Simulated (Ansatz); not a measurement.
**Ge5H3: geometry relaxation (part 1 of 4)**

Ge5H3 (slab, 8 atoms in the cell), computed with DFT r2SCAN, scalar-relativistic, plane waves, PAW, spin-polarised (Ansatz 0.2.0).

The structure derives from an entry of the Crystallography Open Database. The input holds or restrains some coordinates. Forces given for the steps count only the free coordinates. Figures and captions count atoms from 1; the log counts them from 0 in places.

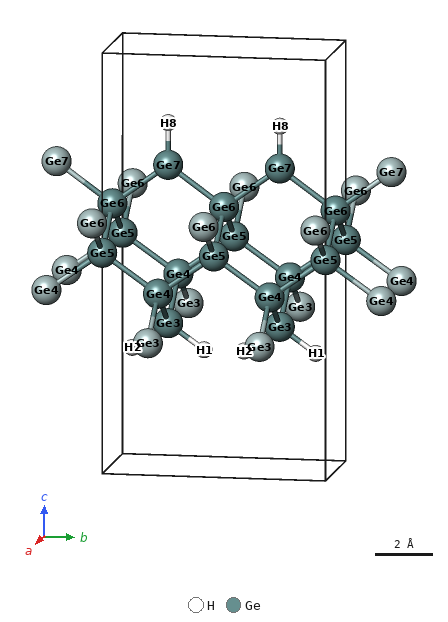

**Figure 1.** The input geometry (ball-and-stick view of the 1 × 2 repeat of the cell, with the vacuum cut short, seen slightly off an axis; neighbours outside the cell are drawn fainter; atoms are numbered from 1 in the order of the input). An atom can appear more than once, as a periodic image.

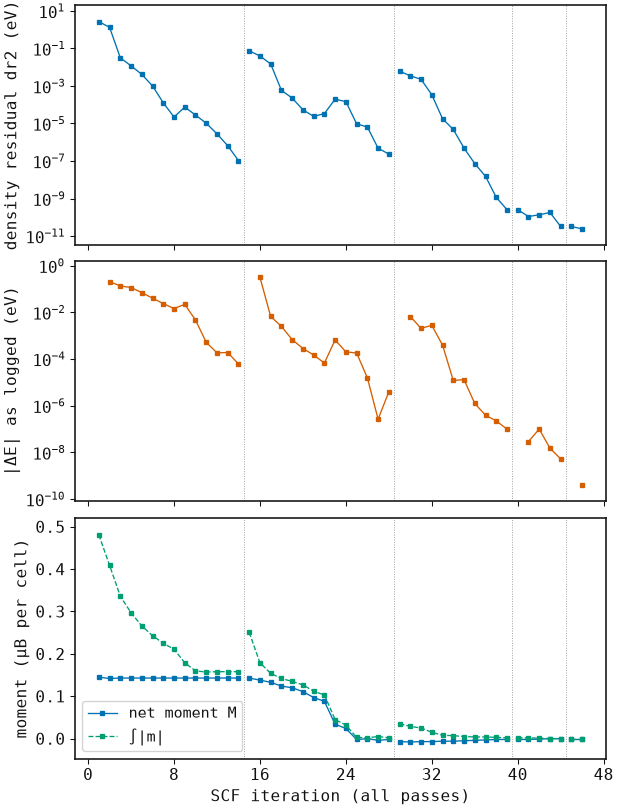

**Figure 2.** Convergence of the self-consistent field: density residual dr2, size of the energy change and magnetic moment against the SCF iteration. Dotted lines part the SCF passes that the log prints in full. The net moment goes from 0.1 to 0.0 μB per cell, and ∫|m| falls to zero.

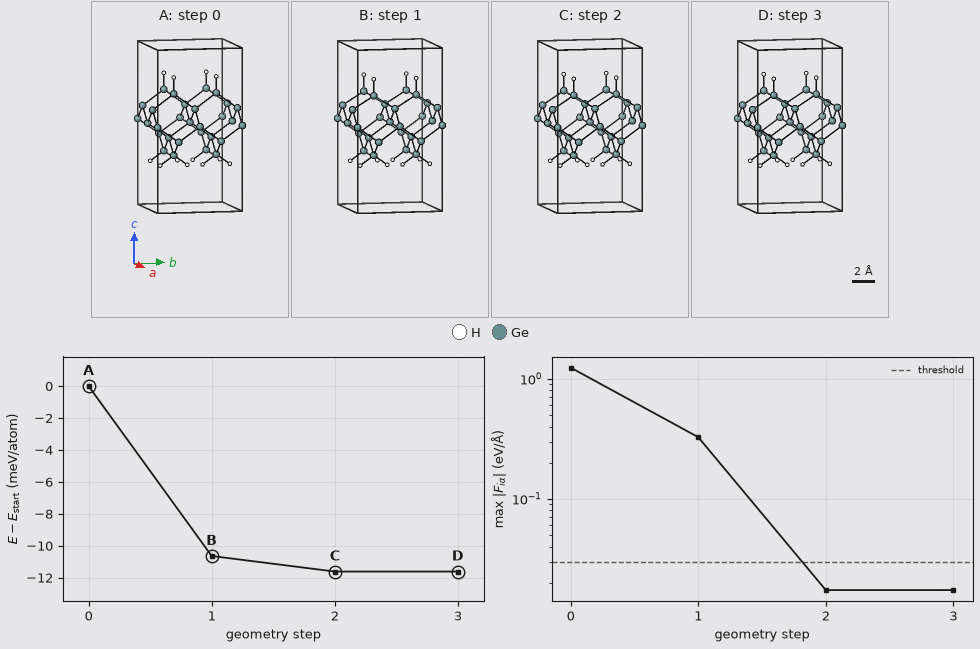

**Figure 3.** Frames of the restrained relaxation (ball-and-stick view of the 2 × 2 repeat of the cell, with the vacuum cut short, seen slightly off an axis) above the curves, on which the letters mark them (the first geometry is step 0 here and step 1 in the log).

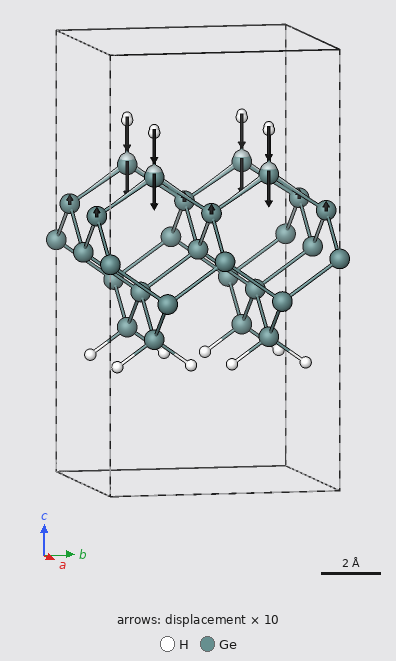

**Figure 4.** Start (faint) and end (solid) with the displacements as black arrows, magnified 10 times (ball-and-stick view of the 2 × 2 repeat of the cell, with the vacuum cut short, seen slightly off an axis). Ge7 moves most: 0.13 Å. By element the largest moves are Ge 0.13 Å, H 0.12 Å. The cell stays as it was. Among the contacts that change: Ge6–Ge7 2.474 → 2.382 Å, Ge5–Ge6 2.458 → 2.476 Å, Ge7–H8 1.520 → 1.526 Å. Among the angles that change: Ge6–Ge7–Ge6 108.4° → 114.8°, Ge6–Ge7–H8 125.8° → 122.6°. The energy falls by 11.6 meV per atom in 3 geometry steps. Largest force component: 1.2 eV/Å at the start, 0.017 eV/Å at the end. (Atoms are counted from 1 in the order of the input.)

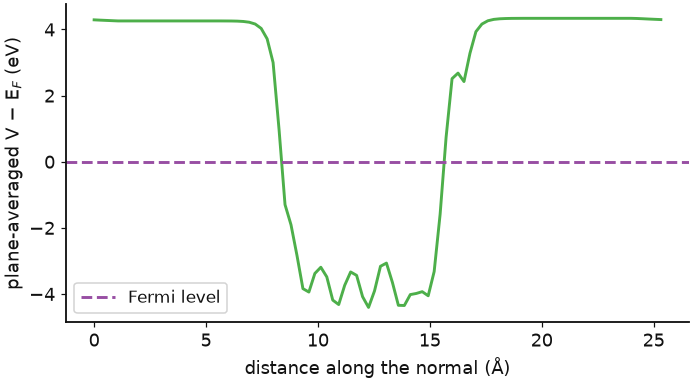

**Figure 5.** Plane average of the electrostatic potential energy of an electron across the cell, from the Fermi level. The vacuum level lies 4.34 eV above the Fermi level on the upper side and 4.26 eV on the lower.

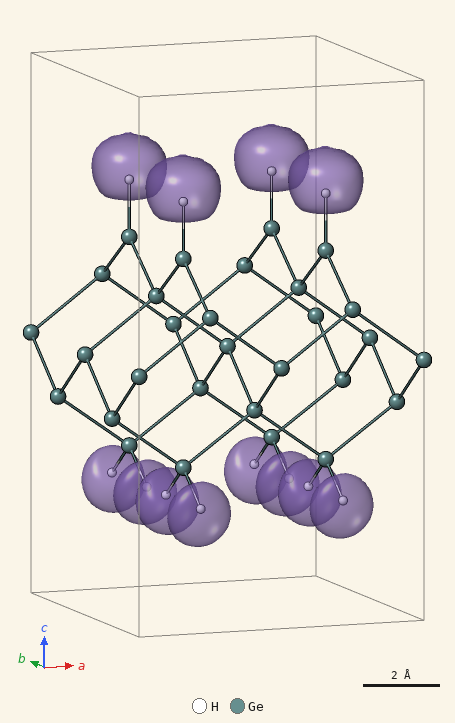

**Figure 6.** Isosurface of the electron localisation function at 0.85 (purple), seen slightly off an axis. Only the valence region is drawn (cores and ρ < 0.01 e/Å³ removed). Sticks mark near contacts. Along the contacts the grid gives the following. Ge–H (1.53 Å): the ELF climbs to about 1 towards the hydrogen, as it does in any bond to H. Core electrons are frozen (PAW), so the fields are smoothed inside the atomic spheres.

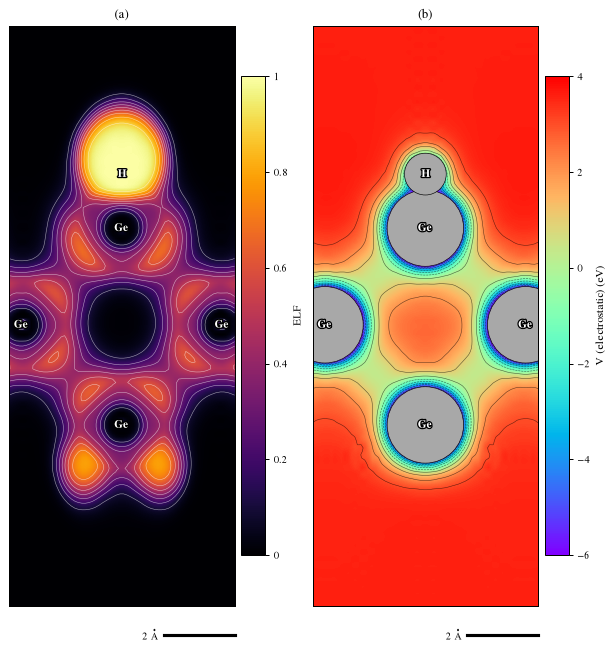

**Figure 7.** (a) ELF; (b) electrostatic potential energy of an electron on the (11̄0) plane of the calculation cell, a cut from vacuum to vacuum. Grey discs, where drawn, cover atomic cores. Atoms in the plane: Ge and H. Ge–H (1.53 Å): the ELF climbs to about 1 towards the hydrogen.

The input and output of the run follow.

Input file:
```yaml
crystal:
  lattice:
    - [4.0128368559, 0.0, 0.0]
    - [0.0, 4.0128368559, 0.0]
    - [0.0, 0.0, 25.5873003052]
  atoms:
    - { symbol: H, position: [0.5, 0.8214857833, 0.3321960464] }
    - { symbol: H, position: [0.5, 0.1785142167, 0.3321960464] }
    - { symbol: Ge, position: [0.5, 0.5, 0.36785014] }
    - { symbol: Ge, position: [0.0, 0.5, 0.4232976495] }
    - { symbol: Ge, position: [0.0, 0.0, 0.4782581781] }
    - { symbol: Ge, position: [0.5, 0.0, 0.5337358454] }
    - { symbol: Ge, position: [0.5, 0.5, 0.5903144053] }
    - { symbol: H, position: [0.5, 0.5, 0.6497188747], spin: 1.0 }
basis:
  ecutwfc: 500
kpoints:
  mp_grid: { grid: [7, 7, 1] }
hamiltonian:
  xc: r2scan
scf:
  occupations: { method: gaussian, width: 0.05 }
output:
  forces: true
  eigenvalues: true
  populations: true
  write_density: true
  write_potential: true
  elf: true
  volumetric_format: npy
magnetization:
  spin_polarized: true
relax:
  adjacent_minimum: "off"
  f_tol: 0.03
  max_steps: 70
  constraints: [{ sites: [0, 1, 2, 3] }]
efield:
  axis: 3
  dipole_correction: true
```

Launch command:
```bash
ansatz run input.yaml --threads 2 --pin off --max-ram 5120MiB --backend cpu --events-out ev --progress --plain --runs-dir out
```

Output:
```
Engine: ansatz 0.2.0, x86_64-unknown-linux-gnu
Pseudopotentials: kind: paw
Pseudopotential: H, paw, valence charge 1, recommended cutoff 500 eV (meta_gga), H.paw.azcp
Pseudopotential: Ge, paw, valence charge 14, recommended cutoff 500 eV (meta_gga), Ge.paw.azcp
Functional definition: r2SCAN
  parameter k0 = 0.174
  parameter k1 = 0.065
  parameter a1 = 4.9479
  exchange = r2scan_x(k0 = k0, k1 = k1, a1 = a1)
  correlation = r2scan_c
Crystal: 8 atoms, lattice volume = 412.029 Å³
Basis set: ecut = 500 eV, 10525 PW (Γ), exchange–correlation on 120×120×768 points (64 copies of the dense FFT grid, shifted against one another)
Bands: 45, of which v1, the nominal top of the filled ones, is band 37 counted from 1 (36 counted from 0)
Symmetry: 4 space group operations
k-points: 16 of 49
Non-local potential: H, projectors of the file, l = 0: 2, l = 1: 1
Non-local potential: Ge, projectors of the file, l = 0: 2, l = 1: 2, l = 2: 3, l = 3: 1
PAW form: soft (Blöchl's): semilocal exchange-correlation on the pseudo side does not see the compensation charge
PAW frozen core: Ge, regenerated for the run's functional (the file was generated under x = pbe(κ = 0.804, μ = 0.2195149727645171), c = pbe(β = 0.06672455060314922))
PAW one-centre angular grid: H, 302 points (default); XC on 160 Gauss nodes
PAW one-centre angular grid: Ge, 590 points (default); XC on 160 Gauss nodes
Initial density: superposition of atomic densities (neutral atoms: chi_scale 0, normalization atom)
Starting moments: Σ|m| = 1 μB on 1 of 8 sites
Initial wavefunctions: pseudopotential atomic-orbital guess
Functional: x = r2scan, c = r2scan; τ floored in thin density (d = 2e-4 eV/Å³)
```
